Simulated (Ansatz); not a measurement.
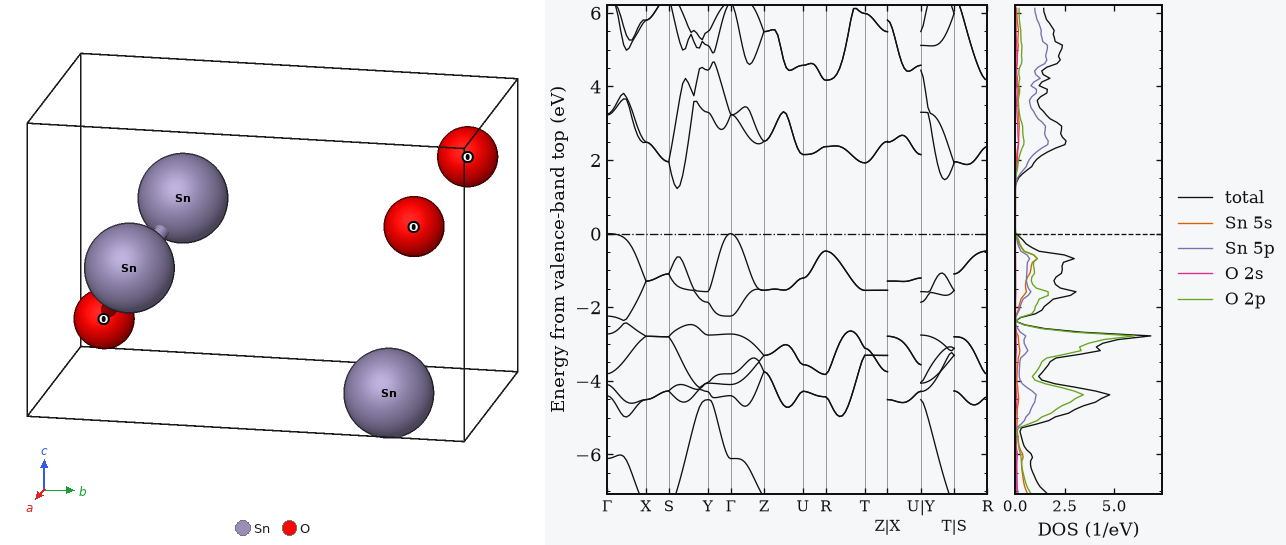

Band structure and density of states, beside the structure. Energies are counted from the top of the valence band. The partial curves are projected on Löwdin-orthogonalised atomic shells.

Input of the run:

```
crystal:
  lattice:
    - [3.3156086192, 0.0, 0.0]
    - [0.0, 5.7050002121, 0.0]
    - [0.0, 0.0, 3.8941647112]
  atoms:
    - { symbol: Sn, position: [0.0, 0.2337881461, 0.5261742566] }
    - { symbol: Sn, position: [0.5, 0.7662118539, 0.0261742566] }
    - { symbol: O, position: [0.0, 0.8853566278, 0.7238267434] }
    - { symbol: O, position: [0.5, 0.1146433722, 0.2238267434] }
basis:
  ecutwfc: 420
kpoints:
  mp_grid: { grid: [8, 6, 8] }
  band_path:
    path:
      - [[0.0, 0.0, 0.0], [0.5, 0.0, 0.0], [0.5, 0.5, 0.0], [0.0, 0.5, 0.0], [0.0, 0.0, 0.0], [0.0, 0.0, 0.5], [0.5, 0.0, 0.5], [0.5, 0.5, 0.5], [0.0, 0.5, 0.5], [0.0, 0.0, 0.5]]
      - [[0.5, 0.0, 0.0], [0.5, 0.0, 0.5]]
      - [[0.0, 0.5, 0.0], [0.0, 0.5, 0.5]]
      - [[0.5, 0.5, 0.0], [0.5, 0.5, 0.5]]
    npoints: 14
hamiltonian:
  xc: pbesol
scf:
  occupations: { method: gaussian, width: 0.02 }
  n_extra_bands: 10
output:
  forces: true
  stress: true
  eigenvalues: true
  populations: true
  dos: { projected: true, de: 0.02, nscf_kmesh: { grid: [12, 9, 12] } }
  bader: true
  write_density: true
  write_potential: true
  elf: true
  volumetric_format: npy
```

Run as:
```bash
ansatz run input.yaml --threads 1 --pin off --max-ram 2560MiB --backend cpu --events-out ev --progress --plain --runs-dir out
```

Q: What does the band structure say about the gap?

A: A semiconductor. The gap along this path is 1.23 eV and indirect, from the valence-band top at Γ to the conduction-band bottom between S and Y; the smallest direct gap is 1.86 eV, between S and Y.

Q: Where is the tallest peak in the window, and which states make it?

A: The tallest peak in the window is at −2.8 eV; by projected weight it is O 2p (90 %).

Q: What are the direct gaps at Y, Z and X?

A: The direct gaps are 4.87 eV at Y, 4.04 eV at Z and 3.77 eV at X.
